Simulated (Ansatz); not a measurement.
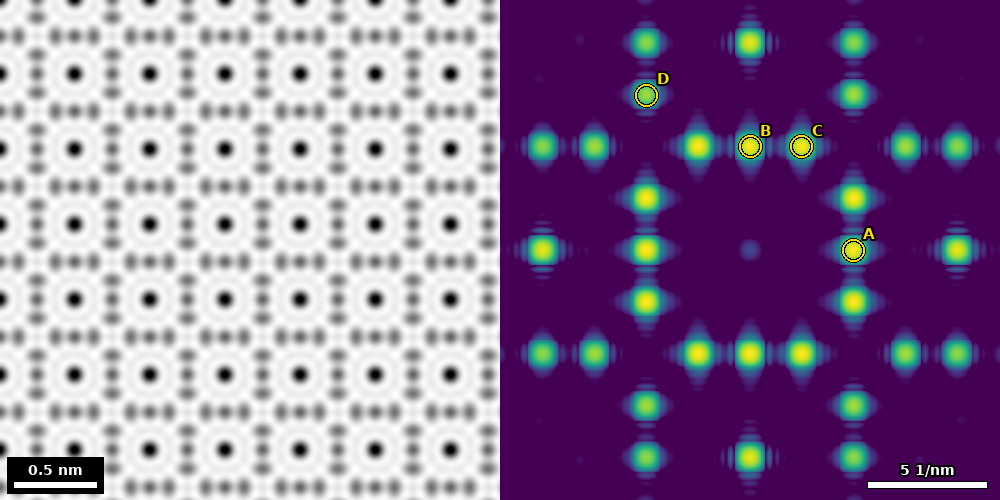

HRTEM-like image of Cr (Pm-3n, No. 223) along [001]. Simulated in the weak-phase-object approximation with neutral-atom potentials: 300 kV, Cs = 40 µm, defocus −106 Å (negative is underfocus), defocus spread 8 Å, aperture 1.15 1/Å. Structure used: the input geometry of an electronic-structure calculation (not necessarily at equilibrium); the starting structure was generated, so it need not be a known form of this composition.

The right panel is the modulus of the image's Fourier transform on a logarithmic scale.

a = 4.542 Å, b = 4.542 Å, c = 4.542 Å, α = 90.00°, β = 90.00°, γ = 90.00°

Index the marked spots and give their plane spacings (the zone axis points at the viewer; indices equivalent by symmetry, or all signs reversed, are as good).

A: (-2 0 0), d = 2.27 Å; B: (0 -2 0), d = 2.27 Å; C: (-1 -2 0), d = 2.03 Å; D: (2 -3 0), d = 1.26 Å. A and B enclose 90°, and every spot obeys the zone law hu + kv + lw = 0 for [001].
